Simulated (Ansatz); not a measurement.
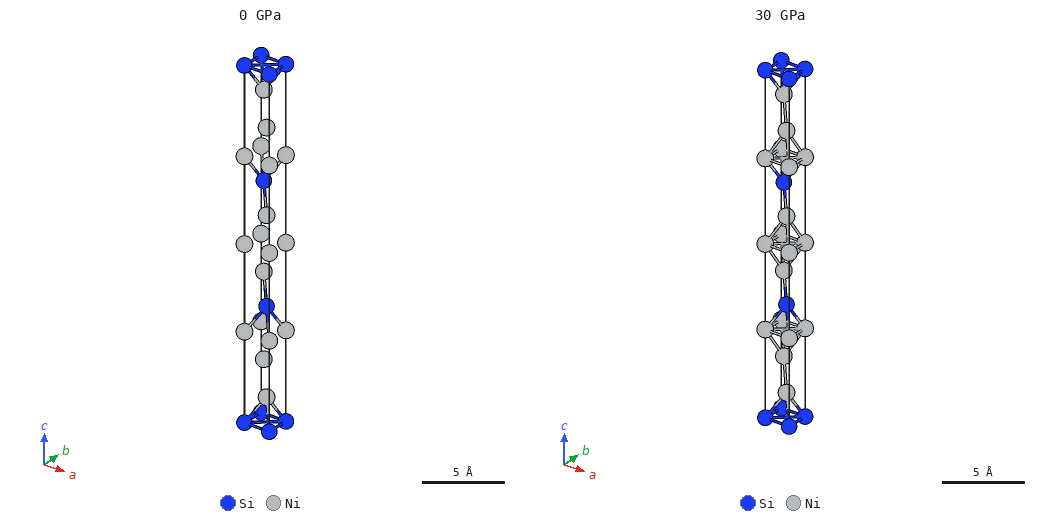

SiNi3, space group R-3m (No. 166), relaxed (cell and atoms) under a series of hydrostatic pressures; the conventional cell is drawn at the lowest and the highest, to one scale (sticks follow a distance rule). The start was a structure listed in the Materials Project. It needn't be the stable form of this composition.

Alike in all runs: Ansatz 0.2.0; functional PBEsol; potentials Ansatz PAW; cutoff 420 eV; k mesh 12 × 12 × 12 on the run's cell of 4 atoms; occupations fermi-dirac, width 0.05 eV; collinear spin, ferromagnetic start; no spin-orbit coupling.

| pressure (GPa) | volume (Å³/atom) | a (Å) | c (Å) | moment (μB/atom) |
| --- | --- | --- | --- | --- |
| 0.0 | 10.740 | 2.558 | 22.738 | 0.09 |
| 2.0 | 10.638 | 2.549 | 22.689 | 0.08 |
| 5.0 | 10.493 | 2.536 | 22.611 | 0.06 |
| 10.0 | ? | ? | ? | ? |
| 20.0 | 9.908 | 2.481 | 22.299 | 0.00 |
| 30.0 | 9.604 | 2.453 | 22.122 | 0.00 |

What equation of state do the given rows imply, and what volume does it predict for the missing row?

The fit gives V0 = 10.74 Å³/atom, B0 = 203 GPa and B0′ = 5.0, which puts the volume at 10.0 GPa at 10.28 Å³/atom. The run gave volume 10.275 Å³/atom; a 2.516 Å; c 22.500 Å; moment 0.00 μB/atom.

Which axis yields most up to 30 GPa?

The a axis: a −4.1 %, c −2.7 %, against −10.6 % in volume.

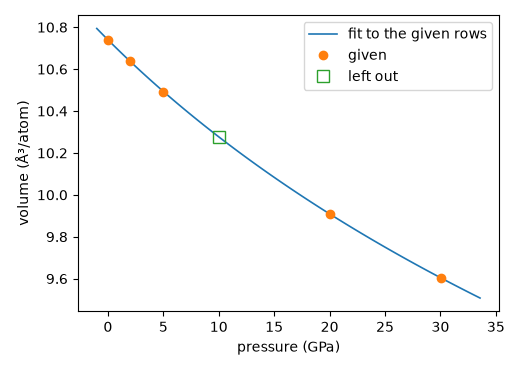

Volume against pressure, with the fit. The structure was kept in its own symmetry, so a change to another phase within this range wouldn't be seen.

Caveat: the plane-wave basis is chosen anew once the cell has moved, so the energies of steps on either side of that aren't comparable.
